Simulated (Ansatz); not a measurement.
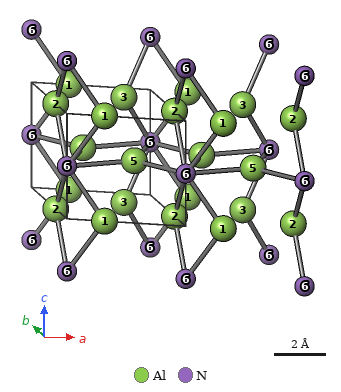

Solid Al$_{5}$N (a generated structure, set up in P-62m), before the relaxation. Style: ball-and-stick. Shown: the cell of the calculation, repeated 2 × 1 × 1 with one cell outlined, slightly off an axis.

All numbers below come from Ansatz, DFT PBE, scalar-relativistic, plane waves, PAW.

Input file:
```yaml
crystal:
  lattice:
    - [4.84430482, 0.0, 0.0]
    - [-2.42215241, 4.1952910378, 0.0]
    - [0.0, 0.0, 4.3395196179]
  atoms:
    - { symbol: Al, position: [0.3162088888, 0.0, 0.0] }
    - { symbol: Al, position: [0.0, 0.3162088888, 0.0] }
    - { symbol: Al, position: [0.6837911112, 0.6837911112, 0.0] }
    - { symbol: Al, position: [0.3333333333, 0.6666666667, 0.5] }
    - { symbol: Al, position: [0.6666666667, 0.3333333333, 0.5] }
    - { symbol: "N", position: [0.0, 0.0, 0.5] }
basis:
  ecutwfc: 420
kpoints:
  mp_grid: { grid: [12, 12, 10] }
hamiltonian:
  xc: pbe
scf:
  occupations: { method: gaussian, width: 0.1 }
output:
  forces: true
  stress: true
  eigenvalues: true
  write_density: true
  write_potential: true
  elf: true
  volumetric_format: npy
relax:
  adjacent_minimum: "off"
  f_tol: 0.01
  max_steps: 80
  cell: { stress_tol: 0.05 }
```

Run as
```bash
ansatz run input.yaml --threads 1 --pin off --max-ram 2560MiB --backend cpu --events-out ev --progress --plain --runs-dir out
```

> Predict the outcome.

The energy falls by 11.4 meV per cell of the calculation in 8 accepted moves (10 points after the start). The largest force component goes from 0.032 to 0.0017 eV/Å. The pressure goes from 0.04 to −0.02 GPa. At 2 points the geometry stayed and the basis and grid were re-selected for the new cell (energy shift of 2.1 meV per cell of the calculation at most each time). The largest moves relative to the cell, 0.029 Å, are those of Al1, Al2 and Al3. Al3 goes along [1 1 0]. N stays in place. The drawn cell changes as follows: a = b 4.844 → 4.963 Å (+2.5 %), c 4.340 → 4.178 Å (−3.7 %); the volume changes by +1.0 %. Some distances before and after: Al4–N6 2.797 → 2.865 Å, Al1–N6 2.656 → 2.595 Å. The space group stays P-62m (No. 189). Cost: 3.8 min on 1 thread of Intel(R) Xeon(R) Processor @ 2.70GHz, with other jobs on the host, peak memory 0.47 GiB.

The structure at the end:

```
Al N
1.0
     4.96303    0.00000    0.00000
    -2.48151    4.29811    0.00000
     0.00000    0.00000    4.17766
Al N
5 1
Direct
  0.31039 0.00000 0.00000
  0.00000 0.31039 0.00000
  0.68961 0.68961 0.00000
  0.33333 0.66667 0.50000
  0.66667 0.33333 0.50000
  0.00000 0.00000 0.50000
```

After the run, drawn alike:

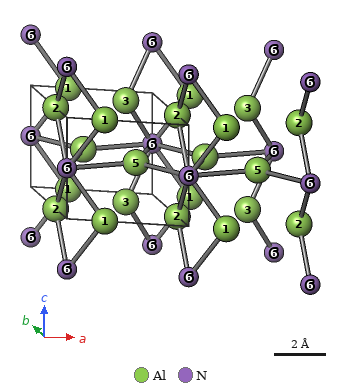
